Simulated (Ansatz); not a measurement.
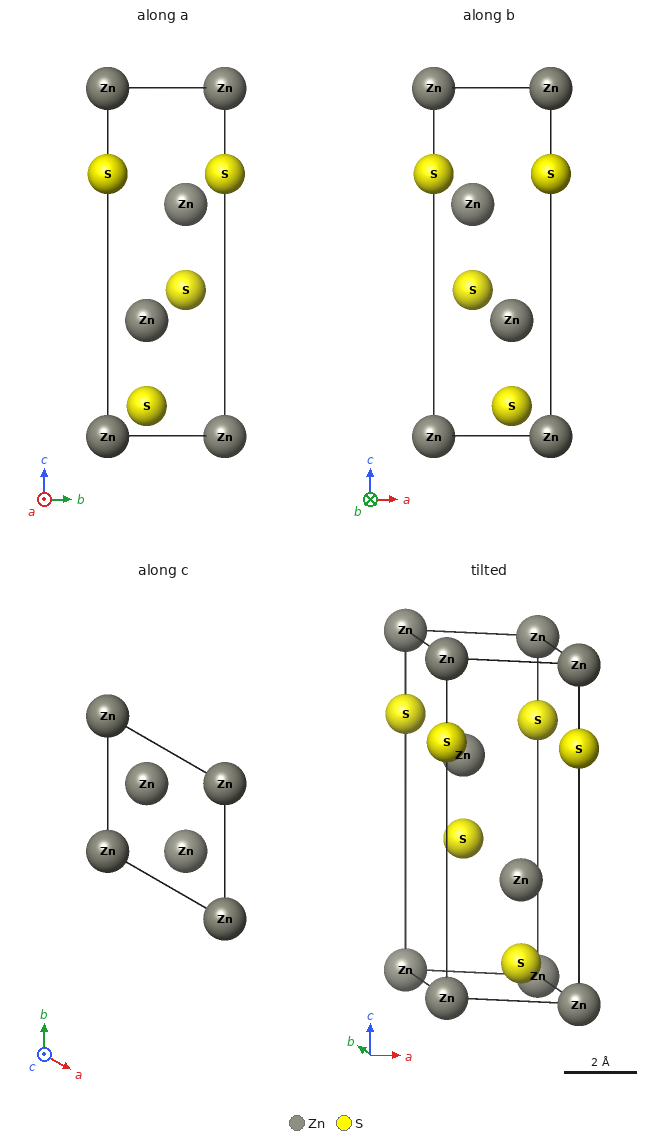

Shown here is a spheres-only view of the crystal, taken along the a axis, along the b axis, along the c axis and slightly off an axis. The edges of the conventional unit cell are marked.

Lattice parameters: a = 3.8100 Å, b = 3.8100 Å, c = 9.7992 Å, α = 90.000°, β = 90.000°, γ = 120.000°.

Reconstruct the structure as a CIF with its space group and independent sites, with free fractional coordinates to two decimals.

```cif
data_structure
_symmetry_space_group_name_H-M 'R 3 m :H'
_symmetry_Int_Tables_number 160
_cell_length_a 3.8100
_cell_length_b 3.8100
_cell_length_c 9.7992
_cell_angle_alpha 90.000
_cell_angle_beta 90.000
_cell_angle_gamma 120.000
_cell_volume 123.19
loop_
_atom_site_label
_atom_site_type_symbol
_atom_site_symmetry_multiplicity
_atom_site_Wyckoff_symbol
_atom_site_fract_x
_atom_site_fract_y
_atom_site_fract_z
_atom_site_occupancy
Zn1 Zn 3 a 0.6667 0.3333 0.33 1
S1 S 3 a 0.6667 0.3333 0.09 1
```

The initial geometry was a structure type filled with these elements by a generator (whether the compound takes this form wasn't checked). The cell was then strained or its atoms displaced on purpose. It was run through Ansatz as a DFT input.
